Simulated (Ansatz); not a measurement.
AlNi3

```xyz
12
Lattice="0.0000 -3.5191 0.0000 0.0000 0.0000 -3.5191 11.5573 0.0000 0.0000" Properties=species:S:1:pos:R:3 pbc="T T T"
Al    2.6391    0.0000    0.0000
Al    6.1582    0.0000    0.0000
Al    9.6774    0.0000    0.0000
Ni    9.6774   -1.7595   -1.7595
Ni    2.6391   -1.7595   -1.7595
Ni    6.1582   -1.7595   -1.7595
Ni    0.8796    0.0000   -1.7595
Ni    4.3987    0.0000   -1.7595
Ni    7.9178    0.0000   -1.7595
Ni    0.8796   -1.7595    0.0000
Ni    4.3987   -1.7595    0.0000
Ni    7.9178   -1.7595    0.0000
```

Space group P4mm; a structure from a database of computed crystals, not necessarily the ambient phase; not relaxed (largest force 1.0 eV/Å); computed pressure about −6 GPa in this cell; spin-polarised.

Computed with DFT PBEsol, scalar-relativistic, plane waves, PAW in Ansatz 0.2.0.

Predict the valence pseudo-density and electron localisation function between the atoms.

Answer. Al–Ni (2.49 Å): ρ at the midpoint is about 0.3 e/Å³; the ELF is about 0.35 at the midpoint.

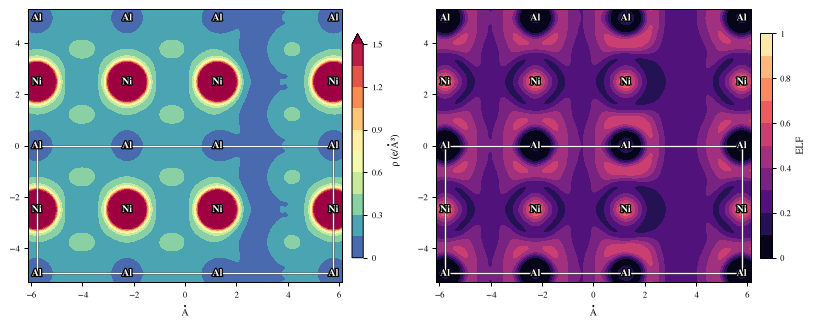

Computed valence pseudo-density and electron localisation function on the (110) plane of the conventional cell, in this order. 

In a PAW calculation such maps are meaningful between the atoms, not at the nuclei.
